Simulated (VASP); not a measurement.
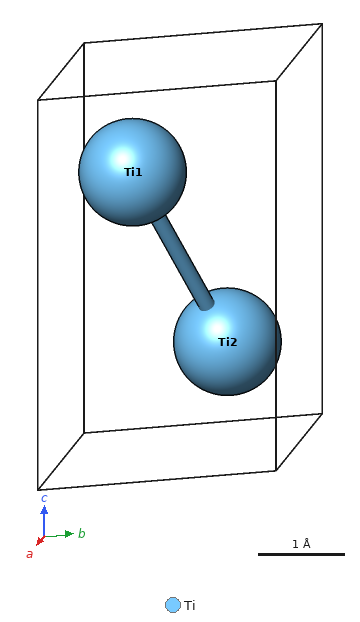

Figure 1. The structure (ball-and-stick view of the cell of the calculation, seen slightly off an axis; atoms are numbered from 1 in the order of the input). An atom can appear more than once, as a periodic image.

# What a change does: single-point calculation on Ti

System: Ti (2 atoms in the cell).
Method of run A: Kohn-Sham DFT of a periodic cell, PBEsol, VASP PAW PBE potentials, recommended, no spin polarisation (VASP 6.6.1).

The structure derives from an entry of the Crystallography Open Database. 

**INCAR, run A**
```
SYSTEM = Ti
PREC = Accurate ; ENCUT = 650
EDIFF = 1E-7 ; ISMEAR = 0
SIGMA = 0.05 ; LREAL = .False.
LASPH = .True. ; NELM = 120
ALGO = Normal ; ISIF = 2
LWAVE = .False. ; LCHARG = .False.
GGA = PS ; NBANDS = 66
```

**KPOINTS, run A**
```
Automatic mesh
0
Gamma
  16 16 9
  0 0 0
```

**POSCAR, run A**
```
Ti
1.0
    2.9500000000      0.0000000000      0.0000000000
   -1.4750000000      2.5547749412      0.0000000000
    0.0000000000      0.0000000000      4.6800000000
Ti
2
Direct
    0.6666666667      0.3333333333      0.7500000000
    0.3333333333      0.6666666667      0.2500000000
```

Command:
```bash
cat potpaw_PBE.64/Ti_sv/POTCAR > POTCAR
mpirun -np 1 vasp_std > vasp.out
```

Hardware: 1 thread of AMD EPYC (Zen 3), 64 GiB of memory available, shared host.

**OSZICAR and lines of OUTCAR (run A)**
```
N       E                     dE             d eps       ncg     rms          rms(c)
DAV:   1     0.297607287349E+03    0.29761E+03   -0.84009E+03 20504   0.519E+02
DAV:   2     0.185350336489E+02   -0.27907E+03   -0.25698E+03 19898   0.176E+02
DAV:   3    -0.175716254435E+02   -0.36107E+02   -0.33670E+02 27312   0.597E+01
DAV:   4    -0.190606822913E+02   -0.14891E+01   -0.14803E+01 22994   0.114E+01
DAV:   5    -0.190680403591E+02   -0.73581E-02   -0.73573E-02 22350   0.746E-01    0.123E+01
DAV:   6    -0.166771400253E+02    0.23909E+01   -0.10642E+00 25430   0.841E+00    0.299E+00
DAV:   7    -0.166328544107E+02    0.44286E-01   -0.14243E-01 24482   0.146E+00    0.196E+00
DAV:   8    -0.166479346506E+02   -0.15080E-01   -0.11059E-01 20806   0.135E+00    0.541E-01
DAV:   9    -0.166437501560E+02    0.41845E-02   -0.53289E-03 23396   0.455E-01    0.984E-02
DAV:  10    -0.166440874135E+02   -0.33726E-03   -0.97361E-04 22730   0.710E-02    0.753E-02
DAV:  11    -0.166440897916E+02   -0.23782E-05   -0.62643E-05 22284   0.244E-02    0.269E-02
DAV:  12    -0.166440831319E+02    0.66597E-05   -0.10773E-05 27430   0.167E-02    0.377E-03
DAV:  13    -0.166440833685E+02   -0.23660E-06   -0.13421E-06 22298   0.419E-03    0.181E-03
DAV:  14    -0.166440835480E+02   -0.17948E-06   -0.10669E-07 21722   0.809E-04    0.292E-04
DAV:  15    -0.166440836023E+02   -0.54266E-07   -0.61252E-09 11886   0.199E-04
   1 F= -.16644084E+02 E0= -.16642829E+02  d E =-.250943E-02
[... from OUTCAR:]
  free energy    TOTEN  =       -16.64408360 eV
  energy without entropy =      -16.64157418  energy(sigma->0) =      -16.64282889
 E-fermi :   8.0628     XC(G=0): -11.5621     alpha+bet :-15.9287
  free  energy   TOTEN  =       -16.6440836023 eV
  energy  without entropy=      -16.6415741772  energy(sigma->0) =      -16.64282889
```

Run B used a changed input.

**The two runs side by side**

| quantity | run A | run B |
| --- | --- | --- |
| outcome | converged | converged |
| free energy per atom (eV) | −8.3220 | −8.3151 |
| energy per atom, smearing taken to zero (eV) | −8.3214 | −8.3145 |
| gap on the mesh (eV) | 0.00 | 0.00 |
| pressure (GPa) | −6.02 | −6.71 |
| largest force (eV/Å) | 0.000 | 0.000 |
| SCF iterations | 15 | 15 |
| irreducible k-points | 150 | 150 |
| plane waves at Γ | 1342 | 663 |

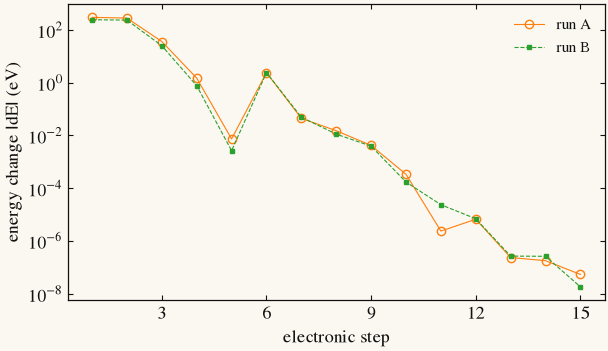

Figure 2. Convergence of the two runs: energy change |dE| against the electronic step. Run A takes 15 steps in all, and run B takes 15.

What was changed in the input?

The change (lines with − go, lines with + come):
```diff
-PREC = Accurate ; ENCUT = 650
+PREC = Accurate ; ENCUT = 400
```

The free energy of run B is 6.9 meV per atom higher, which measures how much it depends on this numerical setting. The pressure goes from −6.02 to −6.71 GPa. More plane waves can only lower the energy of a fixed Hamiltonian, so the higher cutoff gives the lower value. The number of SCF iterations is the same. The plane waves at Γ go from 1342.0 to 663.0. On the same kind of shared host run B took about 0.35 times as long.

**OSZICAR and lines of OUTCAR (run B)**
```
N       E                     dE             d eps       ncg     rms          rms(c)
DAV:   1     0.241092965175E+03    0.24109E+03   -0.58037E+03 20648   0.386E+02
DAV:   2     0.667048552506E+01   -0.23442E+03   -0.21805E+03 20484   0.138E+02
DAV:   3    -0.182949525654E+02   -0.24965E+02   -0.23609E+02 27282   0.454E+01
DAV:   4    -0.190618624110E+02   -0.76691E+00   -0.76436E+00 22926   0.784E+00
DAV:   5    -0.190645074396E+02   -0.26450E-02   -0.26449E-02 22418   0.442E-01    0.123E+01
DAV:   6    -0.166720102413E+02    0.23925E+01   -0.10640E+00 24824   0.835E+00    0.299E+00
DAV:   7    -0.166227964047E+02    0.49214E-01   -0.13052E-01 24554   0.138E+00    0.194E+00
DAV:   8    -0.166339906095E+02   -0.11194E-01   -0.97055E-02 20842   0.130E+00    0.525E-01
DAV:   9    -0.166300706530E+02    0.39200E-02   -0.45806E-03 23436   0.432E-01    0.813E-02
DAV:  10    -0.166302424944E+02   -0.17184E-03   -0.62640E-04 22954   0.577E-02    0.669E-02
DAV:  11    -0.166302662383E+02   -0.23744E-04   -0.54729E-05 21882   0.204E-02    0.213E-02
DAV:  12    -0.166302592652E+02    0.69731E-05   -0.55278E-06 28246   0.136E-02    0.285E-03
DAV:  13    -0.166302595334E+02   -0.26828E-06   -0.78500E-07 22536   0.310E-03    0.141E-03
DAV:  14    -0.166302597968E+02   -0.26338E-06   -0.29463E-08 19790   0.444E-04    0.232E-04
DAV:  15    -0.166302597785E+02    0.18365E-07   -0.49960E-09 11508   0.163E-04
   1 F= -.16630260E+02 E0= -.16629005E+02  d E =-.250914E-02
[... from OUTCAR:]
  free energy    TOTEN  =       -16.63025978 eV
  energy without entropy =      -16.62775064  energy(sigma->0) =      -16.62900521
 E-fermi :   8.0678     XC(G=0): -11.5628     alpha+bet :-15.9287
  free  energy   TOTEN  =       -16.6302597785 eV
  energy  without entropy=      -16.6277506425  energy(sigma->0) =      -16.62900521
```

For run A: The cell is under a tension of 6.0 GPa at this level, so it is not at its equilibrium volume. For run B: The settings depart from the standard set-up of this series, which can bear on the numbers.
